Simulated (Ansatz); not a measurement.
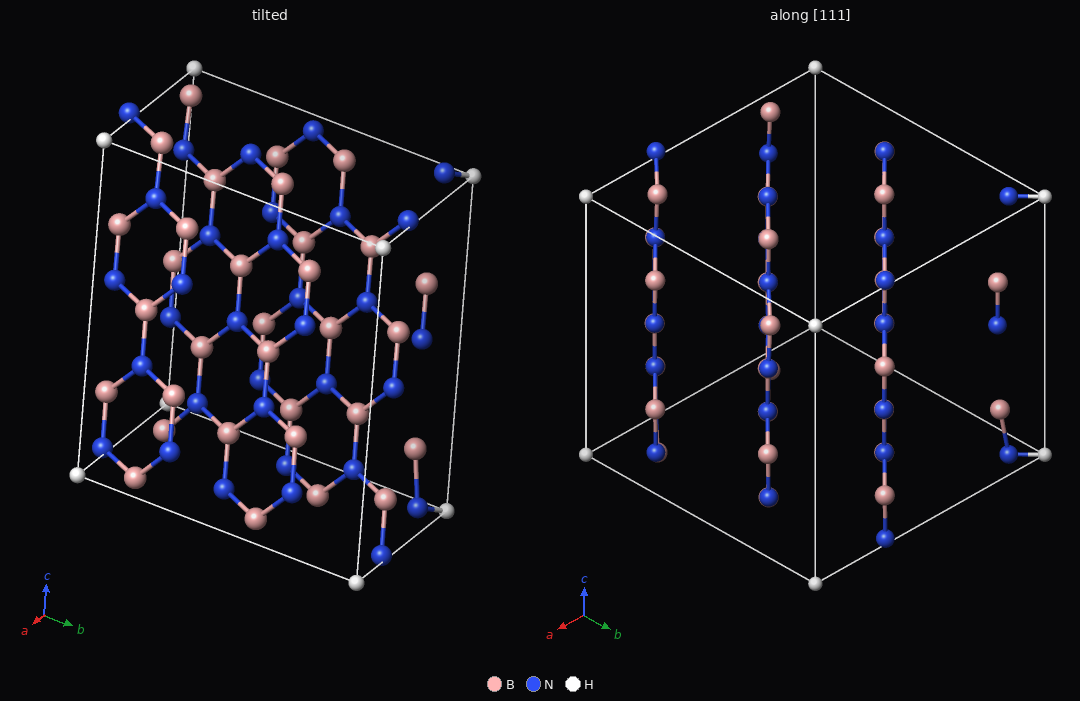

The figure gives a ball-and-stick picture of the atoms, viewed slightly off an axis and along [111]. The simulation cell is drawn as a box. Cell: a = 7.964 Å, b = 7.964 Å, c = 8.684 Å, α = 105.79°, β = 105.79°, γ = 114.00°.

The solid is B$_{24}$HN$_{24}$. There is no symmetry operation other than the lattice translations (P1). Cell content: 24 B, 1 H, 24 N, that is 1 formula unit. B is coordinated by three N in a distorted trigonal planar arrangement at about 1.4 to 1.5 Å. Each H is bonded to one N at about 1.1 Å. The bonds build BN and B12HN12 layers parallel to (1-10).

The structure comes from a structure listed in the Materials Project, repeated into a supercell with a point defect put in. The atoms were relaxed in a fixed cell with Ansatz, DFT PBE+D3(BJ), scalar-relativistic, plane waves, PAW.
